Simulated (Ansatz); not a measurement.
**AlNi: density, localisation and related maps**

```cif
data_structure
_symmetry_space_group_name_H-M 'P 1'
_symmetry_Int_Tables_number 1
_cell_length_a 4.0472
_cell_length_b 4.0472
_cell_length_c 11.8288
_cell_angle_alpha 90.000
_cell_angle_beta 94.907
_cell_angle_gamma 90.000
_cell_volume 193.05
loop_
_atom_site_label
_atom_site_type_symbol
_atom_site_fract_x
_atom_site_fract_y
_atom_site_fract_z
_atom_site_occupancy
Al1 Al 0.51518 0.50000 0.06071 1
Al2 Al 0.01518 0.00000 0.06071 1
Al3 Al 0.57588 0.50000 0.30353 1
Al4 Al 0.07588 0.00000 0.30353 1
Al5 Al 0.63659 0.50000 0.54636 1
Al6 Al 0.13659 0.00000 0.54636 1
Ni1 Ni 0.66694 0.00000 0.66777 1
Ni2 Ni 0.16694 0.50000 0.66777 1
Ni3 Ni 0.54553 0.00000 0.18212 1
Ni4 Ni 0.04553 0.50000 0.18212 1
Ni5 Ni 0.60624 0.00000 0.42495 1
Ni6 Ni 0.10624 0.50000 0.42495 1
```

Space group Cm; a point of a scan over the structure, not its minimum; not relaxed (largest force 1.0 eV/Å); computed pressure about −5 GPa in this cell; computed without spin polarisation; PAW files of the earlier set (soft_1).

These are results of Ansatz 0.2.0, DFT PBEsol, scalar-relativistic, plane waves, PAW, not measurements.

Core electrons are frozen (PAW), and the valence fields are smoothed inside the atomic spheres.

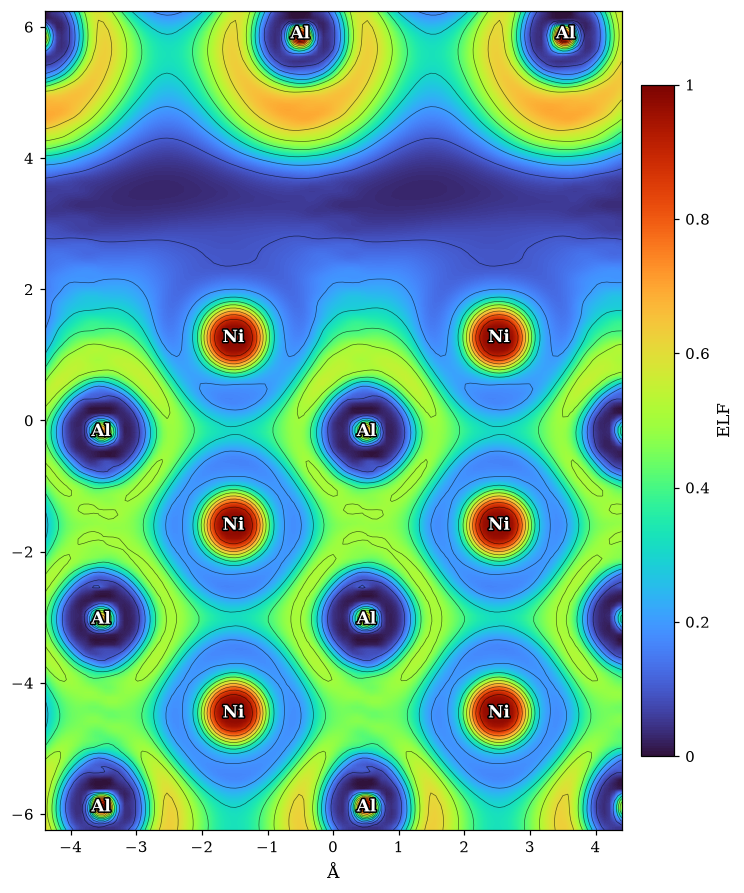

Figure 1. ELF on the (010) plane of the conventional cell.

Question: Describe what can be read from this map.

Answer: Atoms in the plane: Al and Ni.
Al–Ni (2.48 Å): the ELF is about 0.40 at the midpoint.
The features right at Ni lie inside the PAW spheres, where the map follows smoothed inner orbitals and isn't to be read closely.

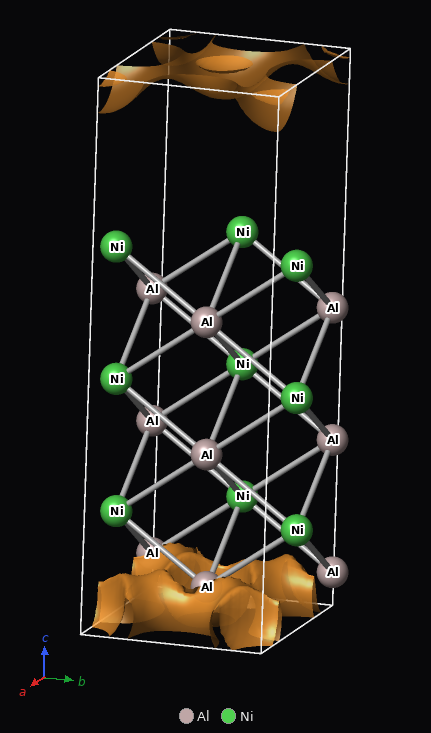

Figure 2. Isosurface of the electron localisation function at 0.6 (orange), seen slightly off an axis. Only the valence region is drawn (cores and ρ < 0.01 e/Å³ removed). Sticks mark near contacts.

Question: What do the ELF domains correspond to?

Answer: The surface consists of sheets that run through the cell in two directions, counted in one cell of 12 atoms. Regions shared between cells count once.

Question: Does the calculation make it a metal, or give it a gap?

Answer: It is gapless in this calculation (a metal or semimetal).
